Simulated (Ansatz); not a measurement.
**Run report: Se, single-point calculation**

The run: single-point calculation of Se (2 atoms in the cell). Method and program: DFT, PBE, all-electron datasets made for the crystal, no spin polarisation (Ansatz 0.2.0).

Some settings of this run were made unusual or wrong on purpose. Figures and captions count atoms from 1; the log counts them from 0 in places.

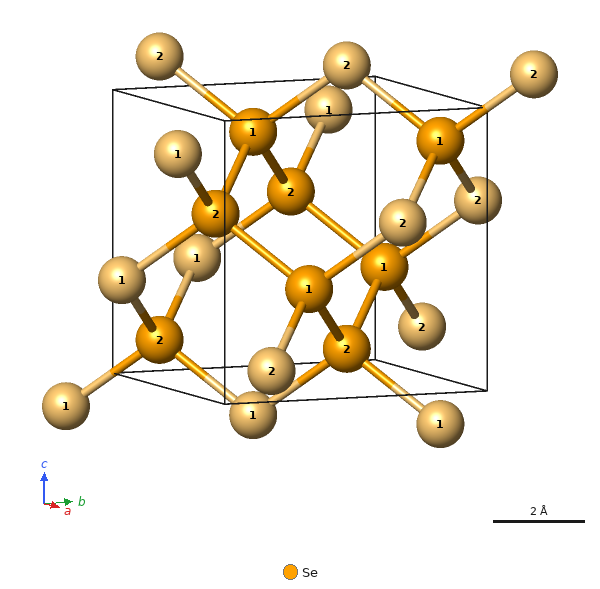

Fig. 1: The input geometry (ball-and-stick view of the cell 4 times as large as that of the calculation, set on its symmetry axes, seen slightly off an axis; neighbours outside the cell are drawn fainter; atoms are numbered from 1 in the order of the input). Near neighbours in the crystal (not all of them lie inside the picture): Se has 4 Se at 2.74 Å.

The input:
```yaml
crystal:
  lattice:
    - [0.0, 3.1656978221, 3.1656978221]
    - [3.1656978221, 0.0, 3.1656978221]
    - [3.1656978221, 3.1656978221, 0.0]
  atoms:
    - { symbol: Se, position: [-0.125, -0.125, -0.125] }
    - { symbol: Se, position: [0.125, 0.125, 0.125] }
kpoints:
  mp_grid: { grid: [11, 11, 11] }
scf:
  occupations: { method: fermi_dirac, width: 0.1 }
  convergence: { dr2_threshold: 1.0e-14 }
  max_iter: 75
hamiltonian:
  xc: pbe
  pseudopotentials: { kind: all_electron, datasets: crystal }
output:
  forces: true
  stress: true
  eigenvalues: true
```

Run on 1 thread of Arm Neoverse V2, 24 GiB of memory available, shared host.

Run as:
```bash
ansatz run input.yaml --threads 1 --pin off --max-ram 2048MiB --backend cpu --events-out ev --progress --plain --runs-dir out
```

Output:
```
hamiltonian.pseudopotentials.datasets: crystal makes datasets for this crystal and solves the spheres of its atoms anew in each pass: cutoff 160.0 eV, the density's 800.0 eV; recipe 7e18f0a6f8f4.33, for an error of 0.50 meV an atom under PBE, 1.0 meV for the cell; an energy difference from a run of another recipe may be off by several times the error for the cell, under r2SCAN by more, where some 0.1 meV an atom stays at smaller errors; Se in spheres of 1.371 Å, 6 of its electrons in bands, 10 on its site; only band paths and densities of states list, in semicore columns, the levels of the semicore shells that are solved separately: 3d of Se
Engine: ansatz 0.2.0, aarch64-unknown-linux-gnu
Pseudopotentials: kind: all_electron
Pseudopotential: Se, paw, valence charge 16, recommended cutoff 160 eV (normal), crystal/all_electron/pbe/scalar/gaussian/Se, Koelling and Harmon's equation, gaussian nucleus
Functional definition: PBE
  parameter kappa = 0.804
  parameter beta = 0.06672455060314922
  exchange = pbe_x(kappa = kappa, mu = beta*pi^2/3)
  correlation = pbe_c(beta = beta)
Crystal: 2 atoms, lattice volume = 63.451 Å³
Basis set: ecut = 160 eV, 283 PW (Γ), exchange–correlation on 48×48×48 points (8 copies of the dense FFT grid, shifted against one another)
Bands: 10, of which v1, the nominal top of the filled ones, is band 6 counted from 1 (5 counted from 0)
Symmetry: 48 space group operations
Space group: Fd-3m (ITA 227), of the structure as read, at distance tolerance 4.0e-5 Å
k-points: 56 of 1331
Non-local potential: Se, projectors of the file, l = 0: 2, l = 1: 1
PAW form: soft (Blöchl's): semilocal exchange-correlation on the pseudo side does not see the compensation charge
PAW one-centre angular grid: Se, 110 points (default); XC on its mesh's 1901 points in the sphere
Initial density: superposition of atomic densities (neutral atoms: chi_scale 0, normalization atom)
Initial wavefunctions: pseudopotential atomic-orbital guess
Functional: x = pbe(κ = 0.804, μ = 0.2195149727645171), c = pbe(β = 0.06672455060314922)
iter 1 solved again at ethr=2.35e-4 eV; its pass at ethr=1.00e-1 eV (dr2=2.82e-2 eV) is discarded
SCF iter   1: F=—  HF=-132250.339491 eV  |F-HF|=—  |Δ(HF+E_count)|=         —  Δρ=8.76e-3  dr2=3.51e-2  ethr=2.35e-4  ⟨swp⟩=4.1  Hψ=3837  notcnv=0
preconditioner: auto → Kerker (q_TF=auto, 2.067 Å⁻¹)  [metal: Δε(μ)=0.015 eV  Ē_g=10.127 eV  σ=0.100 eV  W_gap=0.04  n_scr=14 (ndim 8)  ℏωp=16.1 eV  f_vac=0.008  D(μ)=1.71/eV (n_scr^D=14)]
SCF iter   2: F=—  HF=-132250.341989 eV  |F-HF|=—  |Δ(HF+E_count)|=   2.50e-3  Δρ=5.39e-3  dr2=1.43e-2  ethr=2.35e-4  ⟨swp⟩=2.0  Hψ=947  notcnv=0
iter 3 solved again at ethr=6.60e-6 eV; its pass at ethr=1.19e-4 eV (dr2=7.92e-4 eV) is discarded
SCF iter   3: F=—  HF=-132250.343718 eV  |F-HF|=—  |Δ(HF+E_count)|=   1.73e-3  Δρ=9.02e-4  dr2=8.01e-4  ethr=6.60e-6  ⟨swp⟩=2.0  Hψ=2278  notcnv=0
SCF iter   4: F=—  HF=-132250.343742 eV  |F-HF|=—  |Δ(HF+E_count)|=   2.48e-5  Δρ=4.60e-4  dr2=2.63e-4  ethr=6.60e-6  ⟨swp⟩=2.0  Hψ=947  notcnv=0
SCF iter   5: F=—  HF=-132250.343829 eV  |F-HF|=—  |Δ(HF+E_count)|=   8.68e-5  Δρ=1.15e-4  dr2=1.59e-5  ethr=2.19e-6  ⟨swp⟩=2.1  Hψ=950  notcnv=0
SCF iter   6: F=—  HF=-132250.343867 eV  |F-HF|=—  |Δ(HF+E_count)|=   3.83e-5  Δρ=2.41e-5  dr2=3.09e-7  ethr=1.33e-7  ⟨swp⟩=3.0  Hψ=1618  notcnv=0
SCF iter   7: F=—  HF=-132250.343869 eV  |F-HF|=—  |Δ(HF+E_count)|=   1.24e-6  Δρ=6.18e-6  dr2=3.28e-8  ethr=2.57e-9  ⟨swp⟩=3.0  Hψ=1183  notcnv=0
SCF iter   8: F=—  HF=-132250.343869 eV  |F-HF|=—  |Δ(HF+E_count)|=   2.04e-7  Δρ=1.91e-6  dr2=2.90e-9  ethr=2.74e-10  ⟨swp⟩=3.0  Hψ=1277  notcnv=0
SCF iter   9: F=—  HF=-132250.343869 eV  |F-HF|=—  |Δ(HF+E_count)|=   3.50e-8  Δρ=7.10e-7  dr2=1.49e-10  ethr=2.41e-11  ⟨swp⟩=3.1  Hψ=1294  notcnv=0
SCF iter  10: F=—  HF=-132250.343869 eV  |F-HF|=—  |Δ(HF+E_count)|=  9.31e-10  Δρ=1.45e-7  dr2=4.18e-12  ethr=1.24e-12  ⟨swp⟩=3.0  Hψ=1649  notcnv=0
SCF iter  11: F=—  HF=-132250.343869 eV  |F-HF|=—  |Δ(HF+E_count)|=  2.91e-11  Δρ=1.71e-8  dr2=1.23e-13  ethr=1.00e-12  ⟨swp⟩=2.1  Hψ=955  notcnv=0
SCF iter  12: F=—  HF=-132250.343869 eV  |F-HF|=—  |Δ(HF+E_count)|=  5.82e-11  Δρ=5.33e-9  dr2=2.07e-14  ethr=1.00e-12  ⟨swp⟩=2.0  Hψ=947  notcnv=0
SCF iter  13: F=—  HF=-132250.343869 eV  |F-HF|=—  |Δ(HF+E_count)|=    0.00e0  Δρ=1.46e-9  dr2=1.20e-15  ethr=1.00e-12  ⟨swp⟩=2.0  Hψ=947  notcnv=0
SCF iter  14: F=-132250.343869 eV  HF=-132250.343869 eV  |F-HF|=2.91e-11  |Δ(HF+E_count)|=  5.82e-11  Δρ=7.93e-9  dr2=8.20e-15  ethr=1.00e-12  ⟨swp⟩=2.0  Hψ=947  notcnv=0
SCF 1 converged in 14 iterations: F = -132250.343860 eV  dr2 = 8.20e-15
  Residual-converged pass: ⟨swp⟩=3.2  Hψ=1078  notcnv=0  max |occ|·‖R‖ = 9.6e-9 eV (tolerance 1.0e-8 eV)  dr2=8.24e-15  dr2_onsite=7.65e-16  max |Δocc| = 3.8e-8
  greatest PAW one-centre occupation: 0.894 electrons in one spin orbital (limit 2), on the Se atom at site 1 (counted from 0), in its partial waves of l = 0
```

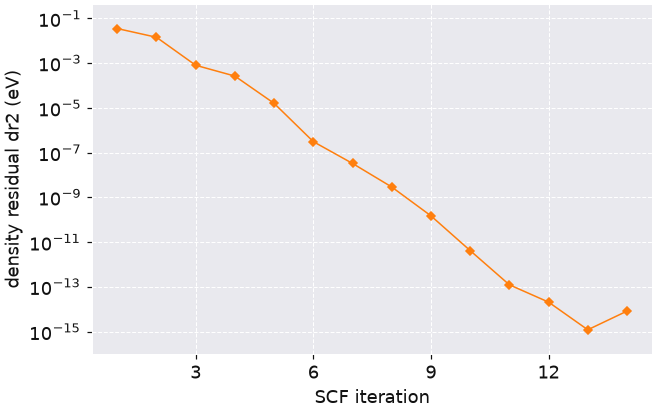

Fig. 2: Convergence of the self-consistent field: density residual dr2 against the SCF iteration. The residual comes down, with one marked jump up, by a factor of about 7, at step 14.

```
SCF converged after 14 iterations
Free energy (F): -132250.343860 eV
Harris-Foulkes:  -132250.343860 eV  (|F-HF|=2.91e-11)
Internal energy: -132250.288108 eV  (E = F + TS)
E sigma→0 (E₀):  -132250.315984 eV
Entropy (-TS):   -0.055752 eV (-27.876 meV/atom)
Past the cutoff: the bands carry plane waves up to 1.75 times it, of which those up to 1.5 times it add -0.000254 eV an atom, each by itself; the spheres take 0.000201 eV an atom off the energy for waves past 1.75 times it
By the cutoff:   a pressure is off by up to 0.006 GPa (1.2 times the spheres' own share and the shells' term, over an atom's volume, and 0.004 GPa: a bound that held against runs at twice the plane waves)
Past the cutoffs: a stress includes 0.0024 GPa for waves and charges beyond them, in addition to the slope of what the spheres take
In the spheres:  the bands' charges fall short by 1.3e-6 e at most (sound up to 1e-3), those of shells solved beside the bands by 1.6e-8 e (sound up to 5e-4)
Fermi energy:    6.088547 eV
--- Per-component energies (eV) ---
  E_band       = -4.134552
  E_kinetic    = 171.031493
  E_local      = -3752.887009  (includes V_loc(G=0)·N_el)
  E_nonlocal   = 3.075792
  E_hartree    = 1815.687346
  E_xc         = -133.100096
  E_vxc        = -168.249864  (∫ρ·V_xc dr)
  E_paw        = -139239.247371  (= ΣΔE_a)
  E_vpaw       = -11909.970448  (= ΣTr[D̂ρ^β])
  E_ewald      = -3136.339053
  E_smearing   = -0.055752  (= −TS)
  E_closure    = 12021.490790  (closes the sum)
  Σ components = -132250.343860   (vs F -132250.343860, Δ=0.00e0)
  The terms above E_closure are by the made datasets' own strengths, without shells solved beside the bands.
--- Forces (eV/Å), atoms counted from 1 ---
  atom   1  Se    -0.00000000     0.00000000    -0.00000000
  atom   2  Se     0.00000000     0.00000000     0.00000000
  max |Σ_I F_I| component: 4.63e-18 eV/Å
--- Stress (GPa, compression-positive) ---
        0.029801      -0.000000       0.000000
       -0.000000       0.029801      -0.000000
        0.000000      -0.000000       0.029801
  P = ⅓ Tr σ = 0.0298 GPa (0.298 kbar)
  It holds what live shells' own plane waves past their cutoff add
--- Band table (eV; the first three rows and the last of 56) ---
  k-point 0: bands = ["-9.1471", "-4.1692", "2.7063", "2.7063", "2.7063", "5.3460", "5.3460", "5.3460", "10.5068"]
  k-point 1: bands = ["-9.0937", "-4.3008", "2.6313", "2.6313", "2.6701", "5.4465", "5.4575", "5.4575", "10.7747"]
  k-point 2: bands = ["-8.9387", "-4.6542", "2.4550", "2.4550", "2.5415", "5.7268", "5.7268", "5.7994", "11.4274"]
  k-point 55: bands = ["-7.3646", "-6.9521", "0.9292", "1.1963", "4.5716", "5.2354", "7.5400", "7.5596", "11.8261"]
```

Outcome:

- outcome: converged
- space group (tolerance 0.01 Å): Fd-3m (227)
- electrons in bands (core shells apart): 12
- free energy: −132250.3439 eV
- Fermi energy: 6.089 eV
- pressure: 0.03 GPa
- largest force (length of the vector): under 0.001 eV/Å
- wall time: 4.1 s
- peak memory: 0.33 GiB

Notes:

A setting was made wrong on purpose: an extremely tight threshold (`scf.convergence.dr2_threshold`). The threshold was met all the same, at the cost of more iterations.
